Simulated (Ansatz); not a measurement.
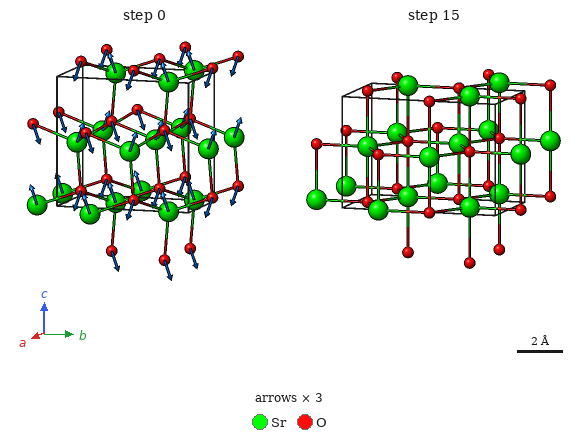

The structure of crystalline SrO (built on the CdTe-36 type type) before (left) and after (right) a relaxation, at one scale. The blue arrows give the displacements (the part carried along by the change of the cell is left out), 3 times their true length.

A ball-and-stick model of the conventional cell (2 times the calculation's cell), seen slightly off an axis. Lengths and directions refer to the drawn axes.

Method: DFT, PBEsol, plane waves, PAW in Ansatz 0.2.0.

Input file:
```yaml
crystal:
  lattice:
    - [1.84068367, -3.14727658, 0.0]
    - [1.84068367, 3.14727658, 0.0]
    - [0.0, 0.0, 5.95504279]
  atoms:
    - { symbol: Sr, position: [0.848473, 0.151527, 0.999827] }
    - { symbol: Sr, position: [0.151527, 0.848473, 0.499827] }
    - { symbol: O, position: [0.18219, 0.81781, 0.875173] }
    - { symbol: O, position: [0.81781, 0.18219, 0.375173] }
kpoints:
  mp_grid: { grid: [6, 6, 4] }
hamiltonian:
  xc: pbesol
scf:
  occupations: { method: fermi_dirac, width: 0.03 }
relax:
  f_tol: 0.01
  cell: {}
  max_steps: 120
```

Launched with:
```bash
ansatz run input.yaml --threads 2 --pin off --max-ram 2211MiB --backend cpu --events-out ev --progress --plain --runs-dir out
```

Q: What changed between the two?

A: The largest moves relative to the cell, 0.34 Å, are those of Sr1, Sr2, O3 and O4. O3 goes roughly along [0 −1 −3]. By element the largest moves are O 0.34 Å, Sr 0.34 Å. The volume changes by +15.0 %, with a 3.681 → 4.238 Å (+15.1 %), b 6.295 → 7.330 Å (+16.5 %), c 5.955 → 5.110 Å (−14.2 %). Near-neighbour distances that change, for instance: Sr1–O4 3.725 → 2.555 Å, Sr1–O4 (another image) 2.244 → 2.555 Å, Sr1–O3 2.228 → 2.445 Å, Sr1–Sr2 3.714 → 3.536 Å. New bonds form: Sr1–O4 (3.72 → 2.55 Å), Sr2–O3 (3.72 → 2.55 Å). Bond angles that change, for instance: O3–Sr1–O4 114.4° → 90.0°, Sr1–O4–Sr2 111.7° → 90.0°, O3–Sr1–O4 106.8° → 90.0°. The space group (tolerance 0.01 Å) goes from Cmc2_1 (No. 36) to P6_3/mmc (No. 194). Over 12 accepted moves (15 points after the start) the energy falls by 299 meV per atom. The largest force component goes from 0.25 to under 0.0001 eV/Å. The pressure goes from 21.01 to 0.00 GPa. The SCF was repeated 3 times at an unchanged geometry on a basis and grid sized afresh for the cell, which shifted the energy by 35.5 meV per atom at most.
